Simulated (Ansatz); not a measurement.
```yaml
crystal:
  lattice:
    - [2.48500, -2.48500, 0.00000]
    - [2.48500, 2.48500, 0.00000]
    - [0.00000, 0.00000, 5.52912]
  atoms:
    - { symbol: Y, position: [0.00000, 0.00000, 0.00000] }
    - { symbol: Y, position: [0.50000, 0.50000, 0.50000] }
```

Space group I4/mmm; changed on purpose from its base cell (strain +0.1125 x Voigt [0, 0, 1, 0, 0, 0], atoms carried along); computed without spin polarisation.

The calculation used Ansatz 0.2.0, DFT r2SCAN, scalar-relativistic, plane waves, PAW.

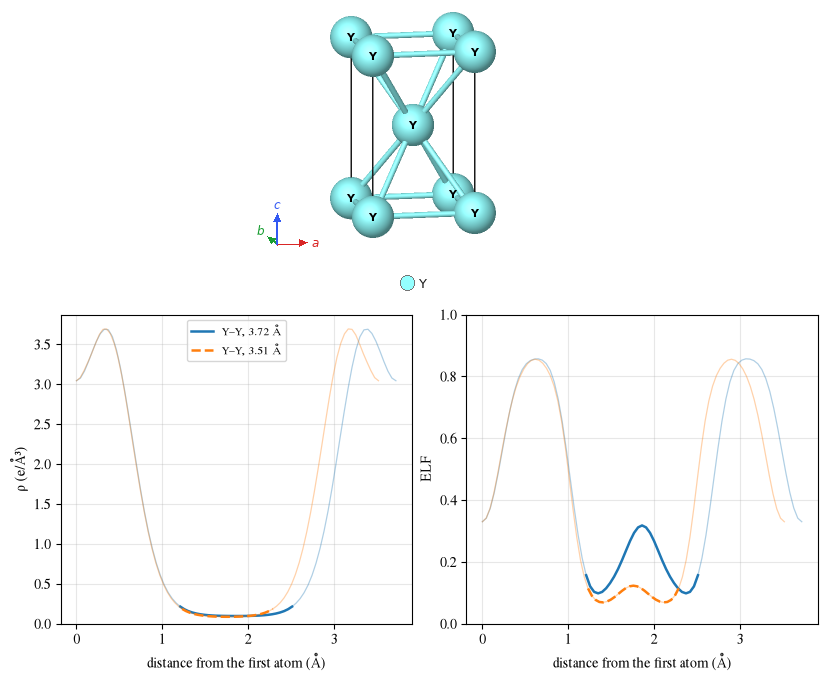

Y. Valence electron density and electron localisation function along straight lines between neighbouring atoms. Thin, pale parts lie inside the atomic spheres. The structure is drawn too.

The density is the valence pseudo-density of a PAW calculation; it isn't the true density close to the nuclei.

Q: Compare the contacts.

A: Y–Y (3.72 Å): ρ is about 0.1 e/Å³ halfway; the ELF is about 0.30 at the midpoint (no shared electron pair shows on this line).
Y–Y (3.51 Å): ρ is about 0.09 e/Å³ halfway; the ELF is about 0.10 at the midpoint (no shared electron pair shows on this line).
